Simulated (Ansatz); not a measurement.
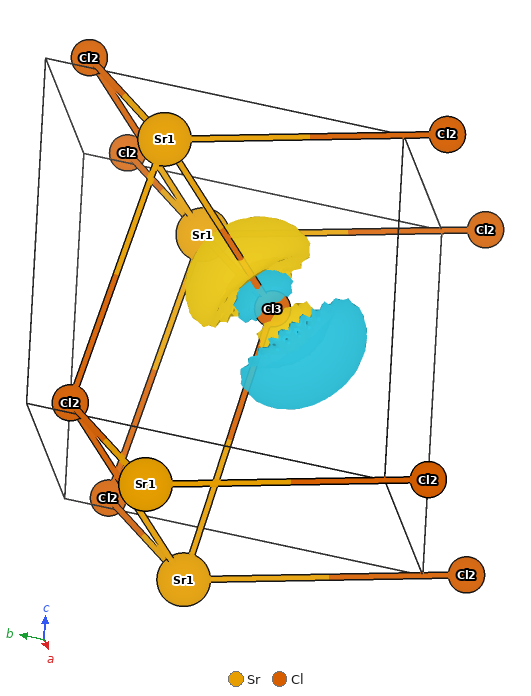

SrCl2: one atom of the 3-atom cell (and its periodic copies) was moved a little. Density after less density before, yellow at +0.15 and cyan at −0.15 e/Å³, seen at an oblique angle; cell a = 4.93 Å, b = 4.93 Å, c = 4.93 Å, α = 60.00°, β = 60.00°, γ = 60.00°. The lobes lie largely inside the PAW sphere, where the density is a smoothed one.

Space group Fm-3m.

The calculation used DFT PBE, scalar-relativistic, plane waves, PAW (Ansatz 0.2.0).

Q: Which atom moved, and which way?

A: Cl3 moved towards the yellow lobe, up and to the left in the picture. In the run the shift was 0.10 Å along [−1 1 1] in the axes of the cell drawn.

Q: What restoring force does the calculation give for this move?

A: The force on it changes by 0.28 eV/Å along the move, against it: a stiffness of about 2.8 eV/Å² for this sublattice shift.
